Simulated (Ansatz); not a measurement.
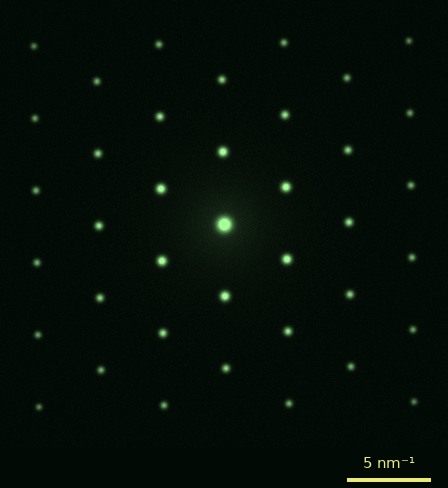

Computed electron diffraction pattern, 300 kV, single scattering only, B = 0.3 Å².

Phase: Lu, space group Pm-3m (No. 221), a = 3.25 Å. Structure: the input geometry of an electronic-structure calculation (not necessarily at equilibrium); the starting structure was generated, so it need not be a known form of this composition.

```cif
data_structure
_symmetry_space_group_name_H-M 'Pm-3m'
_symmetry_Int_Tables_number 221
_cell_length_a 3.2511
_cell_length_b 3.2511
_cell_length_c 3.2511
_cell_angle_alpha 90.000
_cell_angle_beta 90.000
_cell_angle_gamma 90.000
_cell_volume 34.36
loop_
_atom_site_label
_atom_site_type_symbol
_atom_site_symmetry_multiplicity
_atom_site_Wyckoff_symbol
_atom_site_fract_x
_atom_site_fract_y
_atom_site_fract_z
_atom_site_occupancy
Lu1 Lu 1 a 0.00000 0.00000 0.00000 1
```

> Determine the zone axis from the geometry of the pattern.

The spots form a hexagonal net with both shortest vectors at d = 2.30 Å, 60.0° apart. They index as -1 1 0 and -1 0 1, so the zone axis is [111] (or an equivalent direction of <111>).

> List the strongest reflections.

Strongest reflections with d > 0.80 Å, one of each family (|F|² from tabulated Gaussian fits of the electron scattering factors, times a small damping for the curvature of the Ewald sphere):

| hkl | d (Å) | I (strongest = 100) |
| --- | --- | --- |
| 1 0 -1 | 2.299 | 100 |
| 2 -1 -1 | 1.327 | 37 |
| 2 0 -2 | 1.149 | 27 |
| 3 -1 -2 | 0.869 | 13 |
